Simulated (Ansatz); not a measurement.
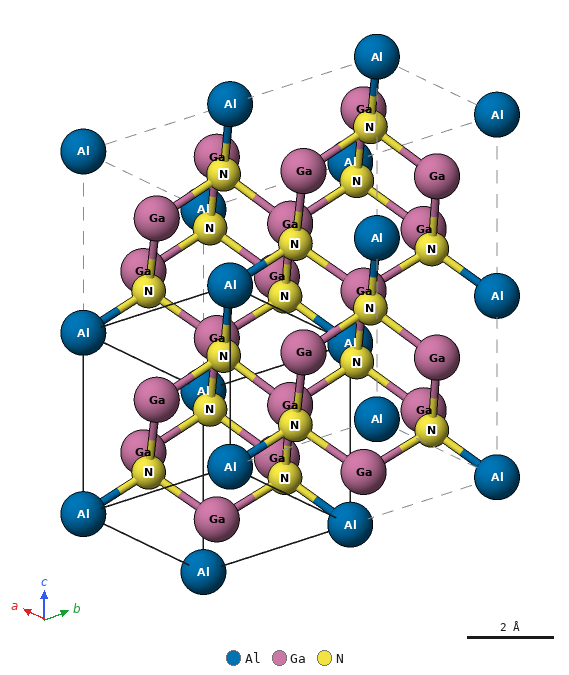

Shown here is a ball-and-stick view of the crystal, taken from a general direction. The drawing covers 1×2×2 cells, and the solid lines enclose one conventional unit cell.

State composition, symmetry and coordination.

- The material is AlGa₃N₄.
- Its lattice is primitive tetragonal, its space group P-42m (No. 111).
- In the cell are 1 Al, 3 Ga, 4 N, which makes 1 formula unit.
- Around each Al lie four N in a tetrahedral arrangement at about 1.9 Å. Ga is coordinated by four N in a tetrahedral arrangement at about 2.0 Å. The neighbours of N are three Ga and one Al in a tetrahedral arrangement (about 2.0 Å to Ga, 1.9 Å to Al).
- The bonds build a three-dimensional framework.

The structure was taken from a structure listed in the Materials Project. It was relaxed with Ansatz, DFT r2SCAN, scalar-relativistic, plane waves, PAW under a constraint or pressure on the cell, so some stress remains.
